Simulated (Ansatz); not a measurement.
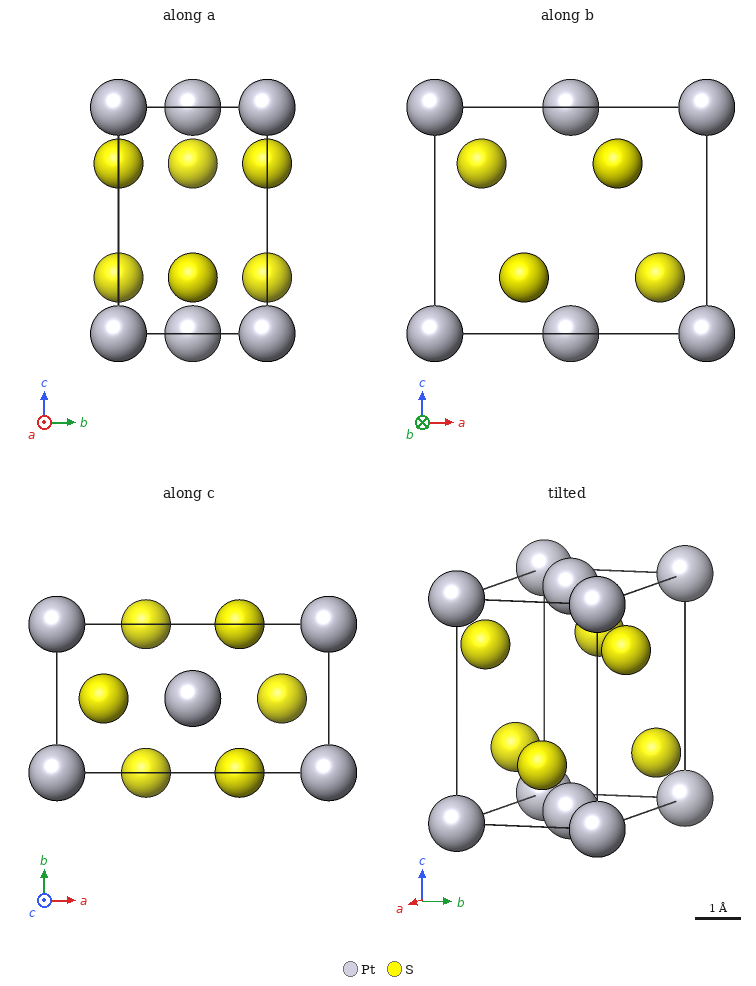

Structure drawing (spheres-only), viewed along the a axis, along the b axis, along the c axis and slightly off an axis. Lines trace the edges of the conventional unit cell.

Lattice parameters: a = 6.1534 Å, b = 3.3622 Å, c = 5.1227 Å, α = 90.000°, β = 90.000°, γ = 90.000°.

**Write down what is shown as a CIF with its space group and independent sites, with free fractional coordinates to two decimals.**

```cif
data_structure
_symmetry_space_group_name_H-M 'C 2/m'
_symmetry_Int_Tables_number 12
_cell_length_a 6.1534
_cell_length_b 3.3622
_cell_length_c 5.1227
_cell_angle_alpha 90.000
_cell_angle_beta 90.000
_cell_angle_gamma 90.000
_cell_volume 105.98
loop_
_atom_site_label
_atom_site_type_symbol
_atom_site_symmetry_multiplicity
_atom_site_Wyckoff_symbol
_atom_site_fract_x
_atom_site_fract_y
_atom_site_fract_z
_atom_site_occupancy
Pt1 Pt 2 a 0.00 0.00 0.00 1
S1 S 4 i 0.33 0.00 0.25 1
```

The cell started as a structure type filled with these elements by a generator (whether the compound takes this form wasn't checked). The cell was then strained or its atoms displaced on purpose. Ansatz was used for an electronic-structure calculation on it.

At this level of theory the cell isn't at rest (compressed, at 8 GPa), so its distances can differ from those at equilibrium, the more so the softer the solid.
